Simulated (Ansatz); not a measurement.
BP$_{4}$

```cif
data_structure
_symmetry_space_group_name_H-M 'P 1'
_symmetry_Int_Tables_number 1
_cell_length_a 4.9134
_cell_length_b 4.9134
_cell_length_c 3.8186
_cell_angle_alpha 90.000
_cell_angle_beta 90.000
_cell_angle_gamma 120.000
_cell_volume 79.83
loop_
_atom_site_label
_atom_site_type_symbol
_atom_site_fract_x
_atom_site_fract_y
_atom_site_fract_z
_atom_site_occupancy
B1 B 0.00000 0.00000 0.50000 1
P1 P 0.50000 0.00000 0.50000 1
P2 P 0.00000 0.50000 0.50000 1
P3 P 0.50000 0.50000 0.50000 1
P4 P 0.00000 0.00000 0.00000 1
```

Space group P6/mmm; a structure generated by program, which may or may not match a known phase; computed without spin polarisation.

Method: DFT PBE, scalar-relativistic, plane waves, PAW in Ansatz.

In a PAW calculation such maps are meaningful between the atoms, not at the nuclei.

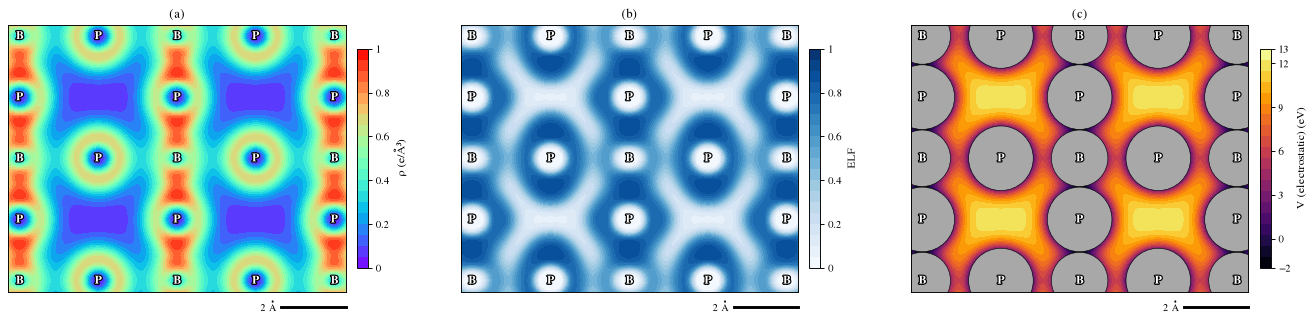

Figure 1. (a) valence charge density (pseudo); (b) electron localisation function; (c) electrostatic potential energy of an electron on the (010) plane of the conventional cell. Grey discs cover the atomic cores in the potential map.

Interpret the plot.

Answer.
- The plane passes through B and P nuclei.
- B–P (1.91 Å): ρ at the midpoint is about 0.89 e/Å³; the ELF peaks at about 0.90 between the atoms.
- Between the atoms the lowest density in this plane is 0.06 e/Å³.
- The ELF also peaks beside P, away from the bonds: lone-pair regions.
- Outside the cores the potential energy rises away from the atoms and is highest about 1.9 Å from the nearest atoms; its zero is arbitrary.

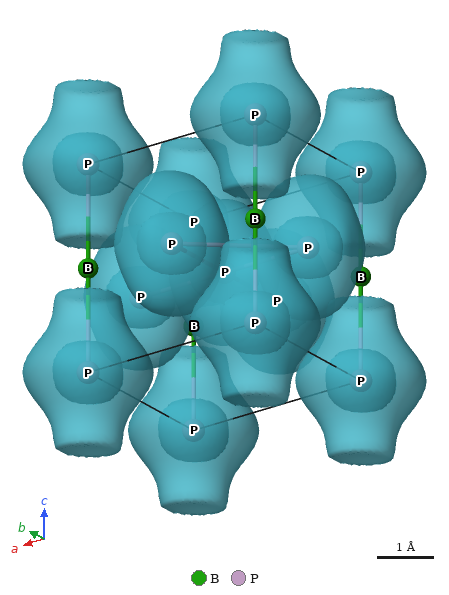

Figure 2. Isosurface of the ELF at 0.65 (cyan), seen at an oblique angle. Only the valence region is drawn (cores and ρ < 0.01 e/Å³ removed). Sticks mark near contacts.

Where are the electrons localised?

Answer. At this value the surface marks out one region on P in which the atom's valence shell and bonds are merged and three regions wrapped around P (the valence shell of each), counted in one cell of 5 atoms. Regions shared between cells count once.


 P–P (2.46 Å): the ELF peaks at about 0.75 in the valence shell of P, 0.8 Å from its nucleus, and is about 0.55 at the midpoint.

Does the calculation give a band gap?

Answer. It is metallic or semimetallic at this level of theory: no gap opens.
